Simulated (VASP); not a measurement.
Consider NaH$_{13}$O$_{7}$ (amorphous cell).

```yaml
crystal:
  lattice:
    - [6.62822, 0.00000, 0.00000]
    - [0.00000, 6.62822, 0.00000]
    - [0.00000, 0.00000, 6.62822]
  atoms:
    - { symbol: O, position: [0.26594, 0.45486, 0.11447] }
    - { symbol: O, position: [0.87327, 0.53096, 0.99974] }
    - { symbol: O, position: [0.20618, 0.00045, 0.66424] }
    - { symbol: O, position: [0.40816, 0.69974, 0.83213] }
    - { symbol: O, position: [0.45904, 0.29225, 0.67991] }
    - { symbol: O, position: [0.78160, 0.55033, 0.52028] }
    - { symbol: O, position: [0.71831, 0.17225, 0.90987] }
    - { symbol: H, position: [0.12688, 0.41877, 0.07252] }
    - { symbol: H, position: [0.33385, 0.32920, 0.10386] }
    - { symbol: H, position: [0.84290, 0.53375, 0.14138] }
    - { symbol: H, position: [0.79599, 0.40097, 0.97248] }
    - { symbol: H, position: [0.17032, 0.98409, 0.52181] }
    - { symbol: H, position: [0.30197, 0.11244, 0.65935] }
    - { symbol: H, position: [0.32624, 0.81301, 0.77513] }
    - { symbol: H, position: [0.34585, 0.65450, 0.96013] }
    - { symbol: H, position: [0.42041, 0.43743, 0.68994] }
    - { symbol: H, position: [0.56895, 0.25173, 0.78964] }
    - { symbol: H, position: [0.90573, 0.46762, 0.50956] }
    - { symbol: H, position: [0.67237, 0.44940, 0.53358] }
    - { symbol: H, position: [0.66473, 0.13992, 0.04647] }
    - { symbol: Na, position: [0.72252, 0.82292, 0.78344] }
```

Not relaxed (largest force 1.8 eV/Å).

Level of theory: Kohn-Sham DFT of a periodic cell, PBE with D3(BJ), VASP PAW PBE potentials, recommended (VASP).

Question: What can the converged valence pseudo-density and electron localisation function tell about the bonding?

Answer: Na–O (2.54 Å): the density is about 0.1 e/Å³ at the midpoint; the ELF peaks at about 0.90 in the valence shell of O, 0.7 Å from its nucleus, and is about 0.15 at the midpoint (a largely ionic contact).

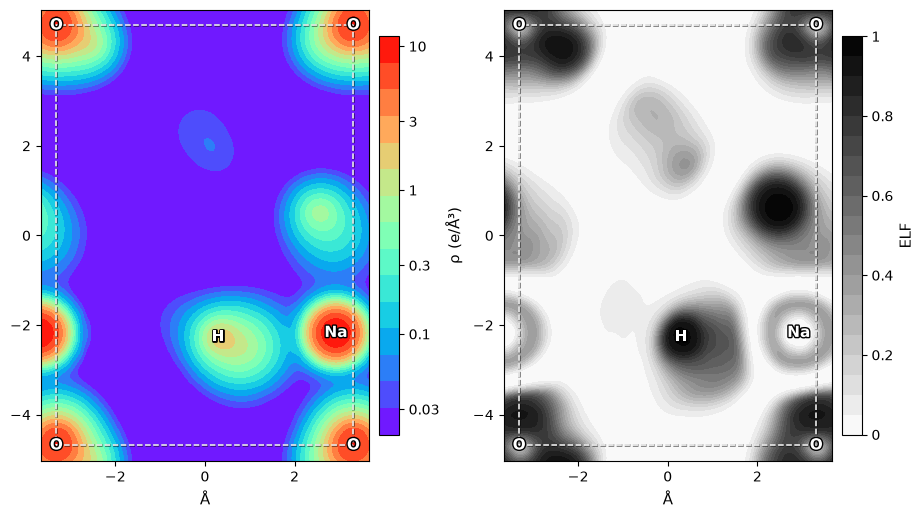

Computed valence pseudo-density and electron localisation function on the (011̄) plane of the calculation cell, in this order. Atoms just off the plane (O, 0.8 Å away and H, 0.3 Å away) can leave unmarked features too.

The density is the valence pseudo-density of a PAW calculation; it isn't the true density close to the nuclei.
